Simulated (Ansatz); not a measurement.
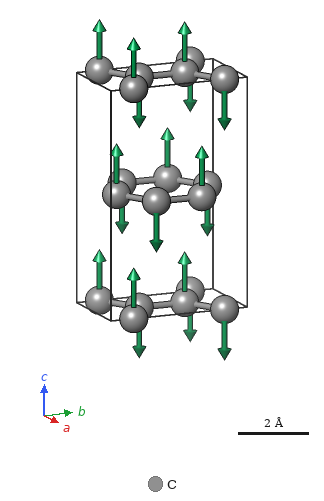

The lowest optical mode of solid C, space group Fmmm (No. 69), at the zone centre. Displacements are drawn as green arrows; their common scale and sign are arbitrary. Style: ball-and-stick. Shown: the conventional cell (4 times the calculation's cell), slightly off an axis. Lengths and directions refer to the drawn axes.

Computed with Ansatz 0.2.0, DFT PBE+D3(BJ), scalar-relativistic, plane waves, PAW. Set-up: plane-wave cutoff 420 eV; k-point mesh 18 × 18 × 18; occupations gaussian; smearing width 0.02 eV; no spin polarisation.

Frequencies are those without the non-analytic (LO–TO) term.

### Is the structure stable against all modes at this point?

Yes: this softest mode has a real frequency, and so have all others here. That speaks for this wave vector alone: the rest of the zone wasn't checked in this run. This is the B₃g mode at 26.0 THz, the lowest optical level, Raman-active by symmetry. All motion is along c; atoms of one kind move against one another, with no net shift of their sublattice; the C–C bond lengths don't change to first order, so for these it is a bending, tilting or sliding motion.
